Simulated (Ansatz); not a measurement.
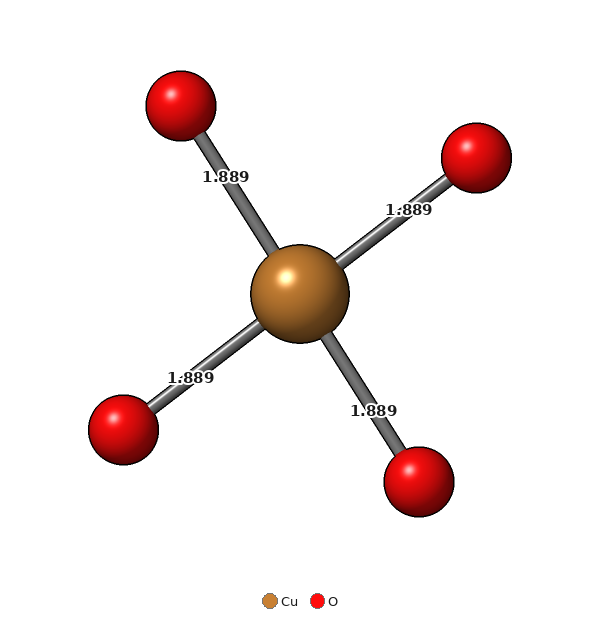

The surroundings of site Cu1 (at 0.750, 0.250, 0.000) in CuO, with bond lengths in Å.

The cell is taken from the geometry relaxed at fixed volume with Ansatz 0.2.0, DFT PBE, scalar-relativistic, plane waves, PAW.

```
CELL_PARAMETERS angstrom
3.91154 0.00000 0.00000
0.00000 3.92323 0.00000
0.00000 0.00000 5.13696
ATOMIC_POSITIONS crystal
Cu 0.75000 0.25000 0.00000
Cu 0.25000 0.25000 0.50000
O 0.00000 0.50000 0.25000
O 0.00000 0.50000 0.75000
Cu 0.25000 0.75000 0.00000
Cu 0.75000 0.75000 0.50000
O 0.50000 0.00000 0.25000
O 0.50000 0.00000 0.75000
```

Bond valence s = exp((R0 − d)/b), R0 fitted to published crystal structures with b = 0.37 Å; R0 in Å: Cu2+–O 1.664.

**Calculate the bond-valence sum of Cu1 from the bonds drawn.**

4 × 0.544 = 2.18 v.u., against a formal valence of 2: overbonded (bonds short for this ion) by 0.18.

**And over the whole structure?**

```csv
site,"x, y, z",formal valence,bond-valence sum,difference
Cu1,"0.750, 0.250, 0.000",+2,2.27,0.27
O1,"0.000, 0.500, 0.250",−2,2.27,0.27
```

These sums include all anions within 5 Å. The global instability index (root mean square of the differences over all atoms) is 0.27 v.u.: above 0.2, which by the usual rule of thumb marks a strained structure. Cells relaxed with PBE tend to have slightly long bonds, which lowers the sums.
